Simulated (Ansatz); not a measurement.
Ru (slab)

The calculation's input:

```
crystal:
  lattice:
    - [2.7023482492, 0.0, 0.0]
    - [0.0, 4.2659655209, 0.0]
    - [0.0, 0.0, 25.9214104239]
  atoms:
    - { symbol: Ru, position: [0.0, 0.25, 0.2893361078] }
    - { symbol: Ru, position: [0.0, 0.75, 0.3495257913] }
    - { symbol: Ru, position: [0.5, 0.25, 0.379620633] }
    - { symbol: Ru, position: [0.5, 0.75, 0.4398103165] }
    - { symbol: Ru, position: [0.0, 0.25, 0.4699051583] }
    - { symbol: Ru, position: [0.0, 0.75, 0.5300948417] }
    - { symbol: Ru, position: [0.5, 0.25, 0.5601896835] }
    - { symbol: Ru, position: [0.5, 0.75, 0.620379367] }
    - { symbol: Ru, position: [0.0, 0.25, 0.6504742087] }
    - { symbol: Ru, position: [0.0, 0.75, 0.7106638922] }
basis:
  ecutwfc: 500
kpoints:
  mp_grid: { grid: [13, 8, 1] }
hamiltonian:
  xc: r2scan
scf:
  occupations: { method: gaussian, width: 0.1 }
output:
  forces: true
  stress: true
  eigenvalues: true
  write_density: true
  write_potential: true
  elf: true
  volumetric_format: npy
efield:
  axis: 3
  dipole_correction: true
  ramp_width: 0.04
```

Command:

```sh
ansatz run input.yaml --threads 2 --pin off --max-ram 5120MiB --backend cpu --events-out ev --progress --plain --runs-dir out
```

Not relaxed (largest force 1.6 eV/Å); computed without spin polarisation.

Computed with DFT r2SCAN, scalar-relativistic, plane waves, PAW (Ansatz 0.2.0).

> Predict the valence pseudo-density and electron localisation function between the atoms.

Ru–Ru (2.70 Å): ρ at the midpoint is about 0.4 e/Å³; the ELF is about 0.35 at the midpoint.

> Does the calculation give a band gap?

It is metallic or semimetallic at this level of theory: no gap opens.

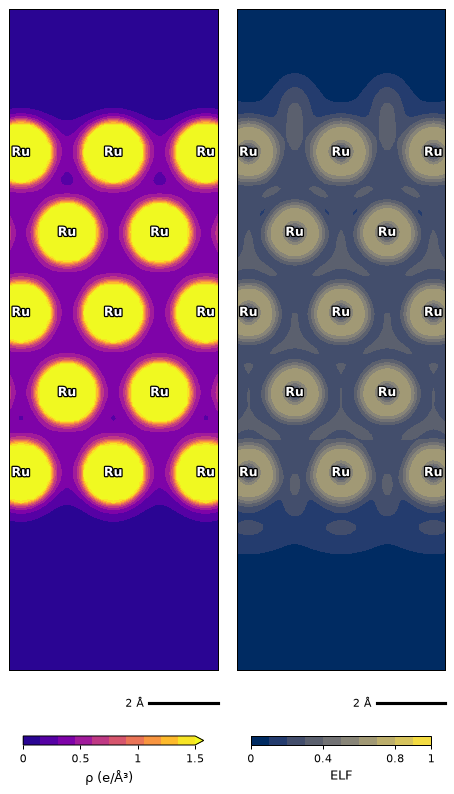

Computed valence pseudo-density and electron localisation function on the (010) plane of the calculation cell, a cut from vacuum to vacuum, in this order. 
